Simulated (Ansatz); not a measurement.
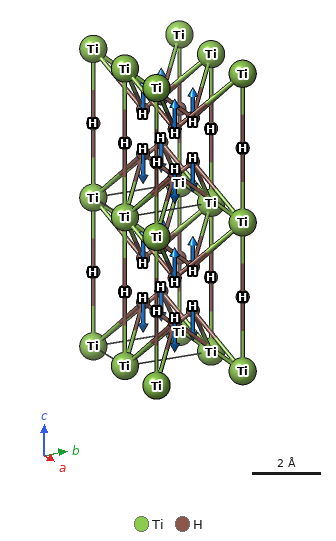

A relaxation of a crystal of TiH₅ (a generated structure, set up in P6/mmm) (coarse preliminary run). The starting structure is drawn; blue arrows show the displacements (the part carried along by the change of the cell is left out), 2 times their true length.

Style: ball-and-stick. Shown: the cell of the calculation, repeated 2 × 1 × 2 with one cell outlined, slightly off an axis.

The calculation used DFT PBE, scalar-relativistic, plane waves, PAW in Ansatz. Settings: plane-wave cutoff 420 eV; k-point mesh 6 × 6 × 4; occupations gaussian; smearing width 0.1 eV; no spin polarisation; cell and atoms relaxed; force threshold 0.04 eV/Å; at most 70 steps.

Q: Atoms of which element are displaced furthest, and by how much?

A: Hydrogen: up to 0.46 Å, against 0.00 Å for titanium.

Q: Describe the change and its energy.

A: Over 9 accepted moves (10 points after the start) the energy falls by 4.266 eV per cell of the calculation. The largest force component goes from 0.044 to 0.00028 eV/Å. The pressure goes from −26.08 to −0.18 GPa. The SCF was repeated once at an unchanged geometry on a basis and grid sized afresh for the cell, which shifted the energy by 11.0 meV per cell of the calculation at most. The largest moves relative to the cell, 0.46 Å, are those of H atoms. Ti stays in place. The volume changes by −38.5 %, with a = b 3.595 → 3.012 Å (−16.2 %), c 4.447 → 3.894 Å (−12.4 %). Near-neighbour distances that change, for instance: H–Ti 2.601 → 1.962 Å, Ti–Ti 3.595 → 3.012 Å, H–Ti 2.224 → 1.947 Å. The space group stays P6/mmm (No. 191). Cost: 12 s on 1 thread of Arm Neoverse V1, with other jobs on the host, peak memory 0.3 GiB.
